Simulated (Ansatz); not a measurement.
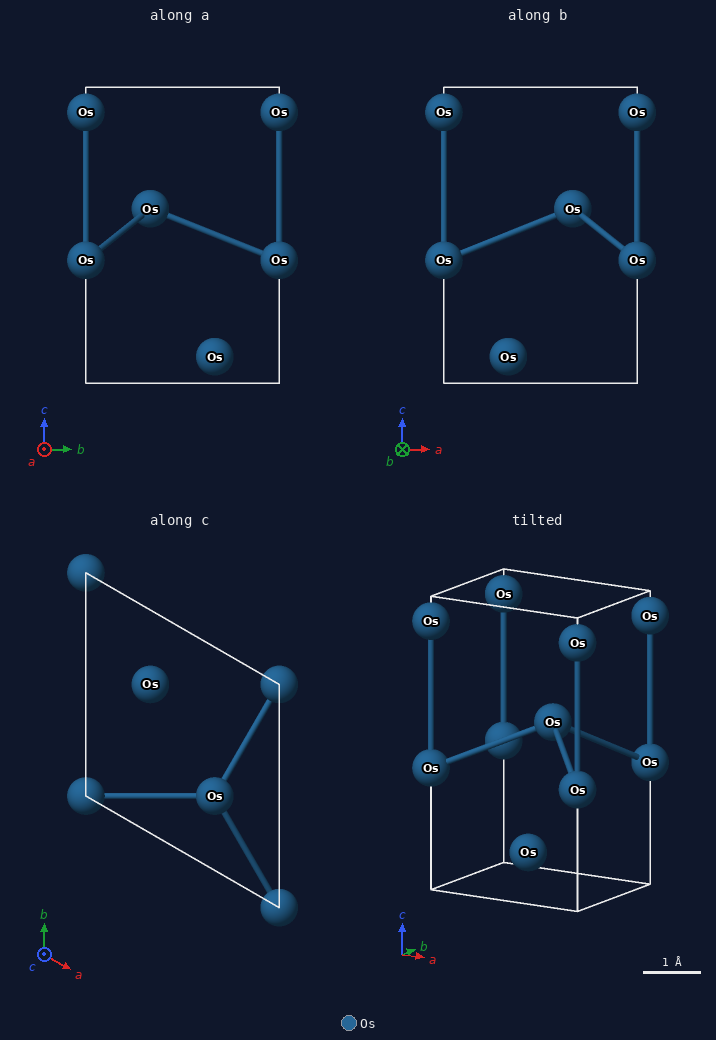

Structure drawing (ball-and-stick), viewed along the a axis, along the b axis, along the c axis and slightly off an axis. The wireframe shows the conventional unit cell.

Lattice parameters: a = 3.931 Å, b = 3.931 Å, c = 5.212 Å, α = 90.00°, β = 90.00°, γ = 120.00°.

> Write down what is shown as a table of Wyckoff sites, with free fractional coordinates to two decimals.

Space group P6_3mc (No. 186).
```tsv
atom	site	x	y	z
Os	2a	0.00	0.00	0.92
Os	2b	0.3333	0.6667	0.09
```

Its origin is a structure type filled with this element by a generator (whether the element takes this form wasn't checked). The geometry was optimised with DFT PBE, scalar-relativistic, plane waves, PAW in Ansatz.
